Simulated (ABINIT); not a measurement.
## Geometry relaxation, with input and output: HfC (part 2 of 2)

HfC (Fm-3m, 2 atoms in the cell); Kohn-Sham DFT of a periodic cell, PBEsol, PseudoDojo NC SR PBEsol v0.4.1 standard, no spin polarisation (ABINIT 10.8.3); cutoff 1115.67 eV, 8×8×8 k-mesh, fermi-dirac of 0.05 eV. The structure derives from an entry of the Crystallography Open Database.

Geometry of the input (Å; fractional positions):
```
0.0000  2.3250  2.3250
2.3250  0.0000  2.3250
2.3250  2.3250  0.0000
Hf 0.5000  0.5000  0.5000
C  0.0000  0.0000  0.0000
```

### What the program printed, continued
```
 Cartesian coordinates (xcart) [bohr]
  4.36593387527275E+00  4.36593387527275E+00  4.36593387527275E+00
  0.00000000000000E+00  0.00000000000000E+00  0.00000000000000E+00
 Reduced coordinates (xred)
  5.00000000000000E-01  5.00000000000000E-01  5.00000000000000E-01
  0.00000000000000E+00  0.00000000000000E+00  0.00000000000000E+00
 Cartesian forces (fcart) [Ha/bohr]; max,rms= 0.00000E+00 0.00000E+00 (free atoms)
 -0.00000000000000E+00 -0.00000000000000E+00 -0.00000000000000E+00
 -0.00000000000000E+00 -0.00000000000000E+00 -0.00000000000000E+00
 Gradient of E wrt nuclear positions in reduced coordinates (gred)
  0.00000000000000E+00  0.00000000000000E+00  0.00000000000000E+00
  0.00000000000000E+00  0.00000000000000E+00  0.00000000000000E+00
 Scale of Primitive Cell (acell) [bohr]
  6.17436289883485E+00  6.17436289883485E+00  6.17436289883485E+00
 Real space primitive translations (rprimd) [bohr]
  0.00000000000000E+00  4.36593387527275E+00  4.36593387527275E+00
  4.36593387527275E+00  0.00000000000000E+00  4.36593387527275E+00
  4.36593387527275E+00  4.36593387527275E+00  0.00000000000000E+00
 Unitary Cell Volume (ucvol) [Bohr^3]=  1.66441437106693E+02
 Angles (23,13,12)= [degrees]
  6.00000000000000E+01  6.00000000000000E+01  6.00000000000000E+01
 Lengths [Bohr]
  6.17436289883485E+00  6.17436289883485E+00  6.17436289883485E+00
 Stress tensor in cartesian coordinates (strten) [Ha/bohr^3]
  5.85218568179540E-05  0.00000000000000E+00  0.00000000000000E+00
  0.00000000000000E+00  5.85218568179505E-05  0.00000000000000E+00
  0.00000000000000E+00  0.00000000000000E+00  5.85218568179453E-05
 Total energy (etotal) [Ha]= -6.24606866180561E+01

 Difference of energy with previous step (new-old):
           Absolute (Ha)=-4.31216E-04
           Relative     =-6.90382E-06

--- Iteration: ( 3/50) Internal Cycle: (1/1)
--------------------------------------------------------------------------------

---SELF-CONSISTENT-FIELD CONVERGENCE--------------------------------------------

--- !BeginCycle
iteration_state: {dtset: 1, itime: 3, icycle: 1, }
solver: {iscf: 7, nstep: 80, nline: 4, wfoptalg: 0, }
tolerances: {tolvrs: 1.00E-12, }
...

     iter   Etot(hartree)      deltaE(h)  residm     vres2
 ETOT  1  -62.460623644312    -6.246E+01 2.750E-05 1.171E+00
 ETOT  2  -62.460677372600    -5.373E-05 1.296E-05 3.095E-01
 ETOT  3  -62.460708418753    -3.105E-05 1.434E-05 8.425E-02
 ETOT  4  -62.460720497434    -1.208E-05 1.178E-05 1.548E-04
 ETOT  5  -62.460720518471    -2.104E-08 1.018E-05 7.345E-07
 ETOT  6  -62.460720518539    -6.870E-11 7.919E-06 6.094E-09
 ETOT  7  -62.460720518541    -1.542E-12 8.651E-06 8.269E-12
 ETOT  8  -62.460720518540     1.123E-12 6.537E-06 5.801E-14

 At SCF step    8       vres2   =  5.80E-14 < tolvrs=  1.00E-12 =>converged.

 Cartesian components of stress tensor (hartree/bohr^3)
  sigma(1 1)= -1.90018434E-06  sigma(3 2)=  0.00000000E+00
  sigma(2 2)= -1.90018434E-06  sigma(3 1)=  0.00000000E+00
  sigma(3 3)= -1.90018434E-06  sigma(2 1)=  0.00000000E+00

--- !ResultsGS
iteration_state: {dtset: 1, itime: 3, icycle: 1, }
comment   : Summary of ground state results
lattice_vectors:
- [  0.0000000,   4.3555165,   4.3555165, ]
- [  4.3555165,   0.0000000,   4.3555165, ]
- [  4.3555165,   4.3555165,   0.0000000, ]
lattice_lengths: [   6.15963,    6.15963,    6.15963, ]
lattice_angles: [ 60.000,  60.000,  60.000, ] # degrees, (23, 13, 12)
lattice_volume:   1.6525286E+02
convergence: {deltae:  1.123E-12, res2:  5.801E-14, residm:  6.537E-06, diffor: null, }
etotal    :  -6.24607205E+01
entropy   :   0.00000000E+00
fermie    :   4.16263366E-01
cartesian_stress_tensor: # hartree/bohr^3
- [ -1.90018434E-06,   0.00000000E+00,   0.00000000E+00, ]
- [  0.00000000E+00,  -1.90018434E-06,   0.00000000E+00, ]
- [  0.00000000E+00,   0.00000000E+00,  -1.90018434E-06, ]
pressure_GPa:   5.5905E-02
xred      :
- [  5.0000E-01,   5.0000E-01,   5.0000E-01, Hf]
- [  0.0000E+00,   0.0000E+00,   0.0000E+00,  C]
cartesian_forces: # hartree/bohr
- [ -0.00000000E+00,  -0.00000000E+00,  -0.00000000E+00, ]
- [ -0.00000000E+00,  -0.00000000E+00,  -0.00000000E+00, ]
force_length_stats: {min:   0.00000000E+00, max:   0.00000000E+00, mean:   0.00000000E+00, }
...

 Integrated electronic density in atomic spheres:
 ------------------------------------------------
 Atom  Sphere_radius  Integrated_density
    1        2.00000          8.43645624
    2        2.00000          3.88575203

---OUTPUT-----------------------------------------------------------------------

 Cartesian coordinates (xcart) [bohr]
  4.35551648222446E+00  4.35551648222446E+00  4.35551648222446E+00
  0.00000000000000E+00  0.00000000000000E+00  0.00000000000000E+00
 Reduced coordinates (xred)
  5.00000000000000E-01  5.00000000000000E-01  5.00000000000000E-01
  0.00000000000000E+00  0.00000000000000E+00  0.00000000000000E+00
 Cartesian forces (fcart) [Ha/bohr]; max,rms= 0.00000E+00 0.00000E+00 (free atoms)
 -0.00000000000000E+00 -0.00000000000000E+00 -0.00000000000000E+00
 -0.00000000000000E+00 -0.00000000000000E+00 -0.00000000000000E+00
 Gradient of E wrt nuclear positions in reduced coordinates (gred)
  0.00000000000000E+00  0.00000000000000E+00  0.00000000000000E+00
  0.00000000000000E+00  0.00000000000000E+00  0.00000000000000E+00
 Scale of Primitive Cell (acell) [bohr]
  6.15963048030138E+00  6.15963048030138E+00  6.15963048030138E+00
 Real space primitive translations (rprimd) [bohr]
  0.00000000000000E+00  4.35551648222446E+00  4.35551648222446E+00
  4.35551648222446E+00  0.00000000000000E+00  4.35551648222446E+00
  4.35551648222446E+00  4.35551648222446E+00  0.00000000000000E+00
 Unitary Cell Volume (ucvol) [Bohr^3]=  1.65252858409241E+02
 Angles (23,13,12)= [degrees]
  6.00000000000000E+01  6.00000000000000E+01  6.00000000000000E+01
 Lengths [Bohr]
  6.15963048030138E+00  6.15963048030138E+00  6.15963048030138E+00
 Stress tensor in cartesian coordinates (strten) [Ha/bohr^3]
 -1.90018434357078E-06  0.00000000000000E+00  0.00000000000000E+00
  0.00000000000000E+00 -1.90018434357425E-06  0.00000000000000E+00
  0.00000000000000E+00  0.00000000000000E+00 -1.90018434356905E-06
 Total energy (etotal) [Ha]= -6.24607205185397E+01

 Difference of energy with previous step (new-old):
           Absolute (Ha)=-3.39005E-05
           Relative     =-5.42749E-07

--- Iteration: ( 4/50) Internal Cycle: (1/1)
--------------------------------------------------------------------------------

---SELF-CONSISTENT-FIELD CONVERGENCE--------------------------------------------

--- !BeginCycle
iteration_state: {dtset: 1, itime: 4, icycle: 1, }
solver: {iscf: 7, nstep: 80, nline: 4, wfoptalg: 0, }
tolerances: {tolvrs: 1.00E-12, }
...

     iter   Etot(hartree)      deltaE(h)  residm     vres2
 ETOT  1  -62.460720459504    -6.246E+01 5.472E-06 1.140E-03
 ETOT  2  -62.460720512187    -5.268E-08 4.782E-06 2.951E-04
 ETOT  3  -62.460720541501    -2.931E-08 5.867E-06 8.250E-05
 ETOT  4  -62.460720553326    -1.182E-08 4.177E-06 1.561E-07
 ETOT  5  -62.460720553348    -2.153E-11 5.059E-06 7.827E-10
 ETOT  6  -62.460720553347     9.237E-14 3.607E-06 5.051E-12
 ETOT  7  -62.460720553347     4.903E-13 4.327E-06 5.353E-15

 At SCF step    7       vres2   =  5.35E-15 < tolvrs=  1.00E-12 =>converged.

 Cartesian components of stress tensor (hartree/bohr^3)
  sigma(1 1)=  2.09071886E-08  sigma(3 2)=  0.00000000E+00
  sigma(2 2)=  2.09071886E-08  sigma(3 1)=  0.00000000E+00
  sigma(3 3)=  2.09071886E-08  sigma(2 1)=  0.00000000E+00

--- !ResultsGS
iteration_state: {dtset: 1, itime: 4, icycle: 1, }
comment   : Summary of ground state results
lattice_vectors:
- [  0.0000000,   4.3558418,   4.3558418, ]
- [  4.3558418,   0.0000000,   4.3558418, ]
- [  4.3558418,   4.3558418,   0.0000000, ]
lattice_lengths: [   6.16009,    6.16009,    6.16009, ]
lattice_angles: [ 60.000,  60.000,  60.000, ] # degrees, (23, 13, 12)
lattice_volume:   1.6528989E+02
convergence: {deltae:  4.903E-13, res2:  5.353E-15, residm:  4.327E-06, diffor: null, }
etotal    :  -6.24607206E+01
entropy   :   0.00000000E+00
fermie    :   4.16153444E-01
cartesian_stress_tensor: # hartree/bohr^3
- [  2.09071886E-08,   0.00000000E+00,   0.00000000E+00, ]
- [  0.00000000E+00,   2.09071886E-08,   0.00000000E+00, ]
- [  0.00000000E+00,   0.00000000E+00,   2.09071886E-08, ]
pressure_GPa:  -6.1511E-04
xred      :
- [  5.0000E-01,   5.0000E-01,   5.0000E-01, Hf]
- [  0.0000E+00,   0.0000E+00,   0.0000E+00,  C]
cartesian_forces: # hartree/bohr
- [ -0.00000000E+00,  -0.00000000E+00,  -0.00000000E+00, ]
- [ -0.00000000E+00,  -0.00000000E+00,  -0.00000000E+00, ]
force_length_stats: {min:   0.00000000E+00, max:   0.00000000E+00, mean:   0.00000000E+00, }
...

 Integrated electronic density in atomic spheres:
 ------------------------------------------------
 Atom  Sphere_radius  Integrated_density
    1        2.00000          8.43673755
    2        2.00000          3.88586986

---OUTPUT-----------------------------------------------------------------------

 Cartesian coordinates (xcart) [bohr]
  4.35584182746707E+00  4.35584182746707E+00  4.35584182746707E+00
  0.00000000000000E+00  0.00000000000000E+00  0.00000000000000E+00
 Reduced coordinates (xred)
  5.00000000000000E-01  5.00000000000000E-01  5.00000000000000E-01
  0.00000000000000E+00  0.00000000000000E+00  0.00000000000000E+00
 Cartesian forces (fcart) [Ha/bohr]; max,rms= 0.00000E+00 0.00000E+00 (free atoms)
 -0.00000000000000E+00 -0.00000000000000E+00 -0.00000000000000E+00
 -0.00000000000000E+00 -0.00000000000000E+00 -0.00000000000000E+00
 Gradient of E wrt nuclear positions in reduced coordinates (gred)
  0.00000000000000E+00  0.00000000000000E+00  0.00000000000000E+00
  0.00000000000000E+00  0.00000000000000E+00  0.00000000000000E+00
 Scale of Primitive Cell (acell) [bohr]
  6.16009058795593E+00  6.16009058795593E+00  6.16009058795593E+00
 Real space primitive translations (rprimd) [bohr]
  0.00000000000000E+00  4.35584182746707E+00  4.35584182746707E+00
  4.35584182746707E+00  0.00000000000000E+00  4.35584182746707E+00
  4.35584182746707E+00  4.35584182746707E+00  0.00000000000000E+00
 Unitary Cell Volume (ucvol) [Bohr^3]=  1.65289892993548E+02
 Angles (23,13,12)= [degrees]
  6.00000000000000E+01  6.00000000000000E+01  6.00000000000000E+01
 Lengths [Bohr]
  6.16009058795593E+00  6.16009058795593E+00  6.16009058795593E+00
 Stress tensor in cartesian coordinates (strten) [Ha/bohr^3]
  2.09071885637346E-08  0.00000000000000E+00  0.00000000000000E+00
  0.00000000000000E+00  2.09071885602652E-08  0.00000000000000E+00
  0.00000000000000E+00  0.00000000000000E+00  2.09071885672041E-08
 Total energy (etotal) [Ha]= -6.24607205533470E+01

 Difference of energy with previous step (new-old):
           Absolute (Ha)=-3.48073E-08
           Relative     =-5.57267E-10

 At Broyd/MD step   4, gradients are converged :
  max grad (force/stress) = 2.0907E-06 < tolmxf= 2.0000E-05 ha/bohr (free atoms)

================================================================================

 ----iterations are completed or convergence reached----

 Mean square residual over all n,k,spin=   12.433E-09; max=  43.265E-07
 reduced coordinates (array xred) for    2 atoms
       0.500000000000      0.500000000000      0.500000000000
       0.000000000000      0.000000000000      0.000000000000
 rms dE/dt=  0.0000E+00; max dE/dt=  0.0000E+00; dE/dt below (all hartree)
    1       0.000000000000      0.000000000000      0.000000000000
    2       0.000000000000      0.000000000000      0.000000000000

 cartesian coordinates (angstrom) at end:
    1      2.30501222782990     2.30501222782990     2.30501222782990
    2      0.00000000000000     0.00000000000000     0.00000000000000

 cartesian forces (hartree/bohr) at end:
    1     -0.00000000000000    -0.00000000000000    -0.00000000000000
    2     -0.00000000000000    -0.00000000000000    -0.00000000000000
 frms,max,avg= 0.0000000E+00 0.0000000E+00   0.000E+00  0.000E+00  0.000E+00 h/b

 cartesian forces (eV/Angstrom) at end:
    1     -0.00000000000000    -0.00000000000000    -0.00000000000000
    2     -0.00000000000000    -0.00000000000000    -0.00000000000000
 frms,max,avg= 0.0000000E+00 0.0000000E+00   0.000E+00  0.000E+00  0.000E+00 e/A
 length scales=  6.160090587956  6.160090587956  6.160090587956 bohr
              =  3.259779554033  3.259779554033  3.259779554033 angstroms
 Fermi (or HOMO) energy (hartree) =   0.41615   Average Vxc (hartree)=  -0.47858
 Eigenvalues (hartree) for nkpt=  29  k points:
 kpt#   1, nband= 12, wtk=  0.00195, kpt=  0.0000  0.0000  0.0000 (reduced coord)
  -1.82017   -0.66055   -0.66055   -0.66055   -0.03832    0.45724    0.45724    0.45724
   0.46817    0.46817    0.46817    0.54492
      occupation numbers for kpt#   1
   2.00000    2.00000    2.00000    2.00000    2.00000    0.00000    0.00000    0.00000
   0.00000    0.00000    0.00000    0.00000
 prteigrs : prtvol=0 or 1, do not print more k-points.

--- !EnergyTerms
iteration_state     : {dtset: 1, itime: 4, icycle: 1, }
comment             : Components of total free energy in Hartree
kinetic             :  1.85638626223998E+01
hartree             :  6.43579682437884E+00
xc                  : -1.63306212420294E+01
Ewald energy        : -4.81073648908742E+01
psp_core            :  2.54969249796686E+00
local_psp           : -2.79934798510631E+01
non_local_psp       :  2.42149178722116E+00
internal            : -6.24606222520000E+01
'-kT*entropy'       : -9.83013469617589E-05
total_energy        : -6.24607205533470E+01
total_energy_eV     : -1.69964279217941E+03
band_energy         : -5.66400033851538E+00
...

 Cartesian components of stress tensor (hartree/bohr^3)
  sigma(1 1)=  2.09071886E-08  sigma(3 2)=  0.00000000E+00
  sigma(2 2)=  2.09071886E-08  sigma(3 1)=  0.00000000E+00
  sigma(3 3)=  2.09071886E-08  sigma(2 1)=  0.00000000E+00

-Cartesian components of stress tensor (GPa)         [Pressure= -6.1511E-04 GPa]
- sigma(1 1)=  6.15110724E-04  sigma(3 2)=  0.00000000E+00
- sigma(2 2)=  6.15110724E-04  sigma(3 1)=  0.00000000E+00
- sigma(3 3)=  6.15110724E-04  sigma(2 1)=  0.00000000E+00

== END DATASET(S) ==============================================================
================================================================================

 -outvars: echo values of variables after computation  --------
            acell      6.1600905880E+00  6.1600905880E+00  6.1600905880E+00 Bohr
           etotal     -6.2460720553E+01
            fcart     -0.0000000000E+00 -0.0000000000E+00 -0.0000000000E+00
                      -0.0000000000E+00 -0.0000000000E+00 -0.0000000000E+00
            rprim      0.0000000000E+00  7.0710678119E-01  7.0710678119E-01
                       7.0710678119E-01  0.0000000000E+00  7.0710678119E-01
                       7.0710678119E-01  7.0710678119E-01  0.0000000000E+00
           strten      2.0907188564E-08  2.0907188560E-08  2.0907188567E-08
                       0.0000000000E+00  0.0000000000E+00  0.0000000000E+00
           xangst      2.3050122278E+00  2.3050122278E+00  2.3050122278E+00
                       0.0000000000E+00  0.0000000000E+00  0.0000000000E+00
             xred      5.0000000000E-01  5.0000000000E-01  5.0000000000E-01
                       0.0000000000E+00  0.0000000000E+00  0.0000000000E+00
 Calculation completed.
```

### Trajectory as extended XYZ (Å, eV, eV/Å), 4 frames, from step=0 to step=3
```
2
Lattice="0.0000 2.3250 2.3250 2.3250 0.0000 2.3250 2.3250 2.3250 0.0000" Properties=species:S:1:pos:R:3:forces:R:3 step=0 energy=-1699.63014
Hf    2.3250    2.3250    2.3250    0.0000   0.0000   0.0000
C     0.0000    0.0000    0.0000    0.0000   0.0000   0.0000
2
Lattice="0.0000 2.3104 2.3104 2.3104 0.0000 2.3104 2.3104 2.3104 0.0000" Properties=species:S:1:pos:R:3:forces:R:3 step=1 energy=-1699.64187
Hf    2.3104    2.3104    2.3104    0.0000   0.0000   0.0000
C     0.0000    0.0000    0.0000    0.0000   0.0000   0.0000
2
Lattice="0.0000 2.3048 2.3048 2.3048 0.0000 2.3048 2.3048 2.3048 0.0000" Properties=species:S:1:pos:R:3:forces:R:3 step=2 energy=-1699.64279
Hf    2.3048    2.3048    2.3048    0.0000   0.0000   0.0000
C     0.0000    0.0000    0.0000    0.0000   0.0000   0.0000
2
Lattice="0.0000 2.3050 2.3050 2.3050 0.0000 2.3050 2.3050 2.3050 0.0000" Properties=species:S:1:pos:R:3:forces:R:3 step=3 energy=-1699.64279
Hf    2.3050    2.3050    2.3050    0.0000   0.0000   0.0000
C     0.0000    0.0000    0.0000    0.0000   0.0000   0.0000
```

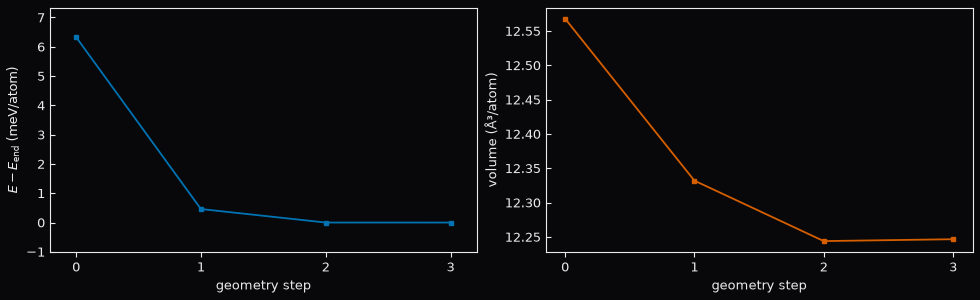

Fig. 1: Progress of the relaxation, step by step (steps are counted from 0).

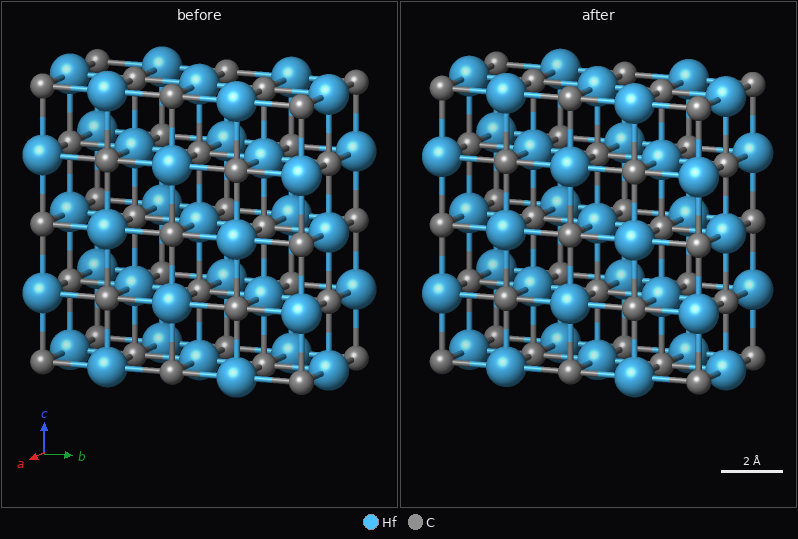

Fig. 2: Before (left) and after (right) the relaxation, at one scale (ball-and-stick view of the cell 4 times as large as that of the calculation, set on its symmetry axes, repeated 1 × 2 × 2, seen slightly off an axis). The energy falls by 6.3 meV per atom in 3 geometry steps. All forces vanish by symmetry, so only the cell relaxes. The atoms keep their places relative to the cell (all moves are under 0.005 Å). The volume changes by −2.6 %, with a = b = c 4.650 → 4.610 Å (−0.9 %). Among the contacts that change: Hf1–C2 2.325 → 2.305 Å. The space group stays Fm-3m (No. 225). (Atoms are counted from 1 in the order of the input.)
